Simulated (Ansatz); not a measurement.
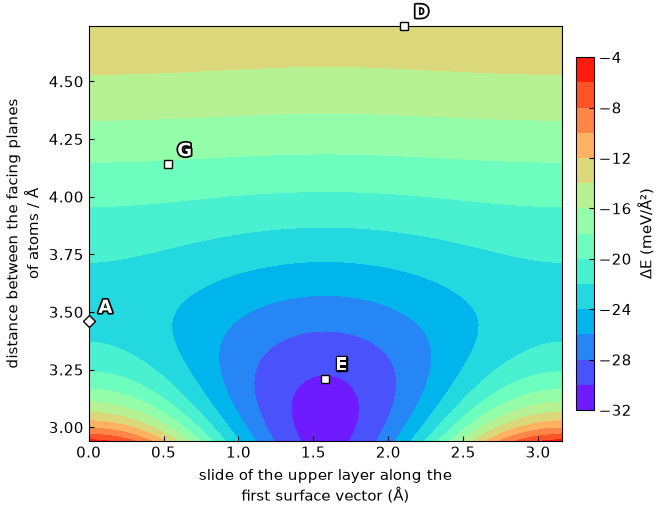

A bilayer of two WS₂ sheets (1H type) (6 atoms in the cell). The upper layer of a bilayer is slid along a line and lifted, both layers rigid. The first coordinate is: slide of the upper layer along the first surface vector, from S4 above S3; the second: distance between the facing planes of atoms. The scan uses a 6 × 6 grid; 24 points were computed and 12 follow by symmetry. Points are written as (first, second). All energies are given in meV/Å² relative to the two layers apart. All numbers below come from DFT PBE+D3(BJ), scalar-relativistic, plane waves, PAW in Ansatz 0.2.0. Settings: cutoff 420 eV, k-mesh 9×9×1, gaussian smearing 0.05 eV, no spin polarisation.

Drawn: filled contours, lettered points. Between grid points the surface is interpolated.

**Rank the lettered points by energy, lowest first.**

E (−30.1 meV/Å²), A (−22.6 meV/Å²), G (−18.2 meV/Å²), D (−12.6 meV/Å²).

**What kind of point is each of A, G: minimum, saddle, maximum or slope?**

A: saddle point; G: on a slope. (In these two coordinates alone; a stationary point may lie a little off the grid point.)

PAW datasets: the set soft_1.
